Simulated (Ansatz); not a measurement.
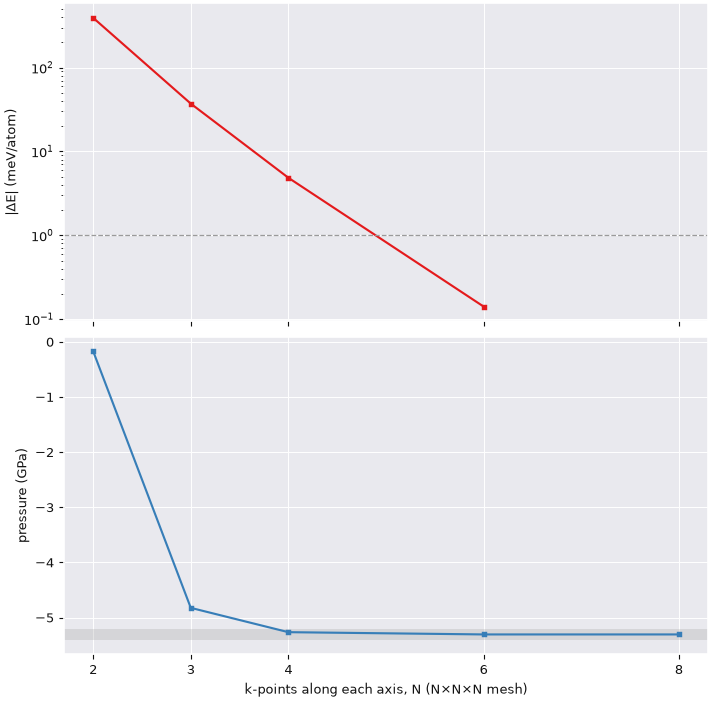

One cell, run at 5 values of the k-point mesh.
The run: MgO (Fm-3m, 2 atoms in the cell), by HSE06, plane waves, PAW datasets (Ansatz 0.2.0 development build); cutoff 420 eV, Fermi–Dirac smearing of 0.02 eV.
ΔE is the free energy less its value at the densest setting, 8×8×8.
Dashed lines or grey bands mark the tolerance: 1 meV/atom and 0.1 GPa.

**From which setting is the free energy converged to 1 meV/atom?**

The free energy is within 1 meV/atom of the densest setting's value from 6×6×6 on. It is off by 390 meV/atom at 2×2×2, 37 meV/atom at 3×3×3 and 4.9 meV/atom at 4×4×4 (always above it).

**How does the pressure behave (tolerance 0.1 GPa)?**

The pressure is within 0.1 GPa of the densest setting's value from 4×4×4 on. It is −0.2 GPa at 2×2×2, −4.8 GPa at 3×3×3 and −5.3 GPa at 8×8×8.
